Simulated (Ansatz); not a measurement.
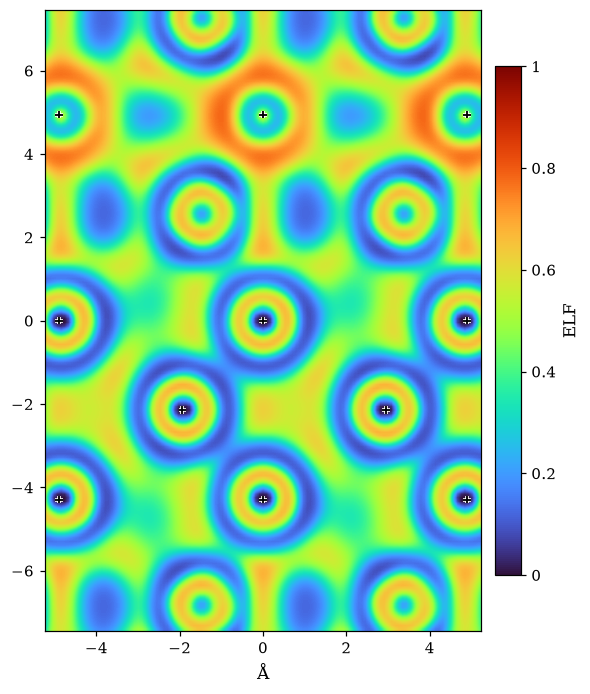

The electron localisation function on a plane through atoms (crosses mark nuclei in the plane).

These are results of DFT PBE, scalar-relativistic, plane waves, PAW (Ansatz), not measurements.

Candidates:
A. Ti5Si, a = 4.89 Å, b = 4.89 Å, c = 14.19 Å, α = 90.00°, β = 90.00°, γ = 120.00°. Space group R32; a structure from a database of computed crystals, not necessarily the ambient phase; computed without spin polarisation.
B. Ag, a = 2.84 Å, b = 2.93 Å, c = 4.24 Å, α = 90.00°, β = 90.00°, γ = 90.00°. Space group Immm; a structure from a database of computed crystals, not necessarily the ambient phase; changed on purpose from its base cell (uniaxial strain along a, b, c and atoms relaxed: -3.0 %).
C. Si, a = 5.47 Å, b = 5.47 Å, c = 5.47 Å, α = 90.00°, β = 90.00°, γ = 90.00°. Space group Fd-3m.

> Which candidate gave the map?

Candidate A: Ti5Si on the (100) plane of the conventional cell, which holds Ti and Si.
